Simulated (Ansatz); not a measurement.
System: Mg$_{2}$Si.

```
Mg Si
1.0
     6.39000    0.00000    0.00000
     0.00000    6.39000    0.00000
     0.00000    0.00000    6.39000
Mg Si
8 4
Cartesian
  1.5975 1.5975 1.5975
  4.7925 4.7925 1.5975
  4.7925 1.5975 4.7925
  1.5975 4.7925 4.7925
  4.7925 1.5975 1.5975
  1.5975 4.7925 1.5975
  1.5975 1.5975 4.7925
  4.7925 4.7925 4.7925
  0.0000 0.0000 0.0000
  3.1950 3.1950 0.0000
  3.1950 0.0000 3.1950
  0.0000 3.1950 3.1950
```

Space group Fm-3m.

These are results of DFT, PBE, PAW with Ansatz's default frozen-core files, scalar-relativistic in Ansatz, not measurements.

**What will maps of the valence pseudo-density and electron localisation function show?**

Mg–Si (2.77 Å): ρ at the midpoint is about 0.22 e/Å³; the ELF peaks at about 0.85 in the valence shell of Si, 1.1 Å from its nucleus, and is about 0.80 at the midpoint.

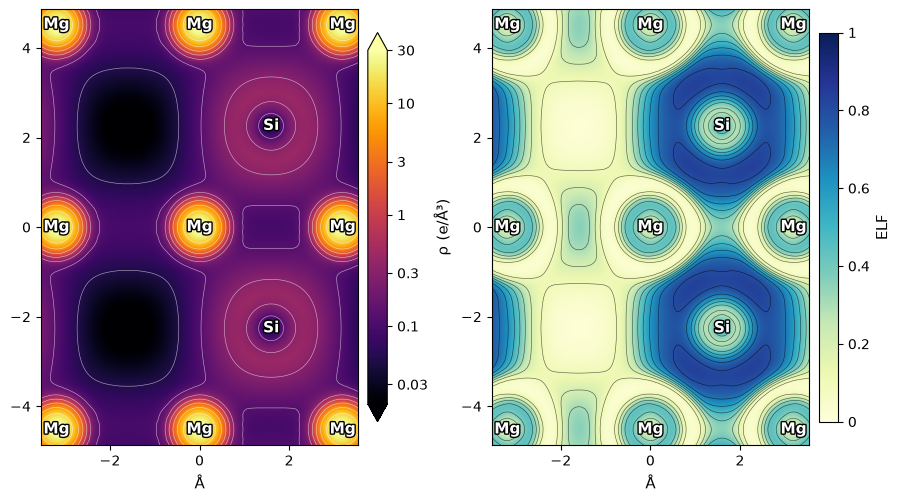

Computed valence pseudo-density and electron localisation function on the (011) plane of the conventional cell, in this order. 

In a PAW calculation such maps are meaningful between the atoms, not at the nuclei.
